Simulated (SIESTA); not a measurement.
System: BaZrO₃, space group Pm-3m (No. 221).

Starting cell:
```
CELL_PARAMETERS angstrom
4.19134 0.00000 0.00000
0.00000 4.19134 0.00000
0.00000 0.00000 4.19134
ATOMIC_POSITIONS crystal
Ba 0.00000 0.00000 0.00000
Zr 0.50000 0.50000 0.50000
O 0.50000 0.50000 0.00000
O 0.50000 0.00000 0.50000
O 0.00000 0.50000 0.50000
```

Method: DFT in numerical atomic orbitals with pseudopotentials, no spin polarisation; energies at scaled volumes of the given cell, shape and fractions fixed, counted from the fit's minimum, third-order Birch-Murnaghan fit (SIESTA 5.4.2). Level: PBEsol.

k mesh 6×6×6; occupations Fermi–Dirac; smearing width 0.05 eV; potentials PseudoDojo 0.4 standard, converted to PSML, two zetas on semicore shells; program settings basis DZP, mesh cutoff 800 Ry.

What does the calculation give for the energy and pressure against volume? The volume takes the values 13.84, 14.14, 14.43, 14.73, 15.02, 15.32, 15.61 Å³/atom.

A third-order Birch–Murnaghan fit gives V0 = 14.88 Å³/atom, B0 = 161 GPa and B′ = 4.5. The energy is 41.20 meV/atom at volume 13.84 Å³/atom and 16.67 meV/atom at 15.61 Å³/atom; the lowest computed point is at volume 15.02 Å³/atom (0.68 meV/atom), and no other minimum shows. The pressure falls from 13.63 GPa at volume 13.84 Å³/atom to −6.94 GPa at 15.61 Å³/atom, and changes sign near 14.88 Å³/atom.

| volume (Å³/atom) | energy (meV/atom) | pressure (GPa) |
| --- | --- | --- |
| 13.84 | 41.20 | 13.63 |
| 14.14 | 20.29 | 9.23 |
| 14.43 | 7.07 | 5.23 |
| 14.73 | 0.77 | 1.70 |
| 15.02 | 0.68 | −1.55 |
| 15.32 | 6.21 | −4.43 |
| 15.61 | 16.67 | −6.94 |

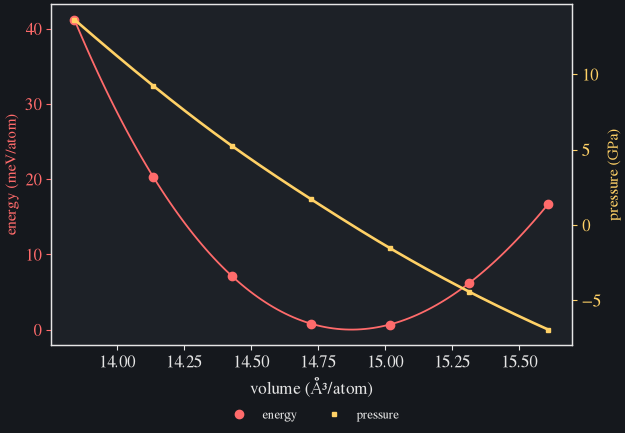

Keep in mind: mulliken charges of long orbitals.
